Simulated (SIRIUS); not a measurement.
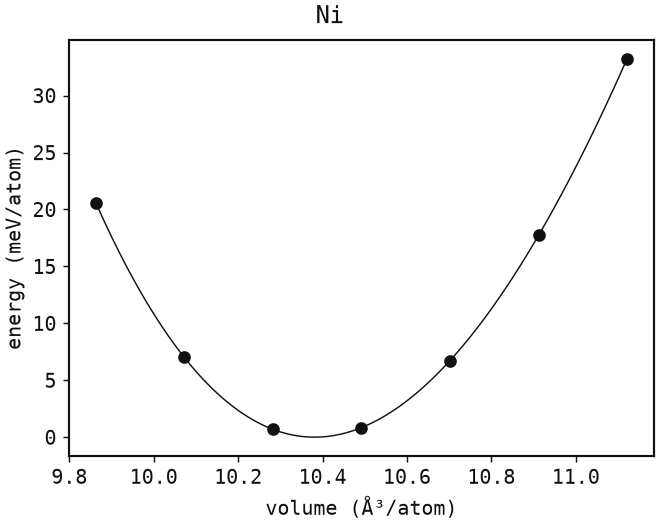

The picture above shows the energy against volume for Ni, space group Fm-3m (No. 225).

The given structure:
```
CELL_PARAMETERS angstrom
0.00000 1.73757 1.73757
1.73757 0.00000 1.73757
1.73757 1.73757 0.00000
ATOMIC_POSITIONS crystal
Ni 0.00000 0.00000 0.00000
```

Computed with SIRIUS 7.12.0: plane-wave DFT, collinear spins; energies at scaled volumes of the given cell, shape and fractions fixed, counted from the fit's minimum, third-order Birch-Murnaghan fit. Level: PBEsol, collinear spin.

- k mesh: 13×13×13
- occupations: Fermi–Dirac
- smearing width: 0.05 eV
- potentials: dojo sr pbesol 0.4.1 standard
- wave cutoff: 1333 eV
- density cutoff: 5334 eV

From this curve and the settings, what does the calculation give for the pressure at the same points?

The pressure falls from 13.35 GPa at volume 9.86 Å³/atom to −13.48 GPa at 11.12 Å³/atom, and changes sign near 10.38 Å³/atom.

```csv
volume (Å³/atom),pressure (GPa)
9.86,13.35
10.07,7.46
10.28,2.22
10.49,-2.43
10.70,-6.56
10.91,-10.23
11.12,-13.48
```
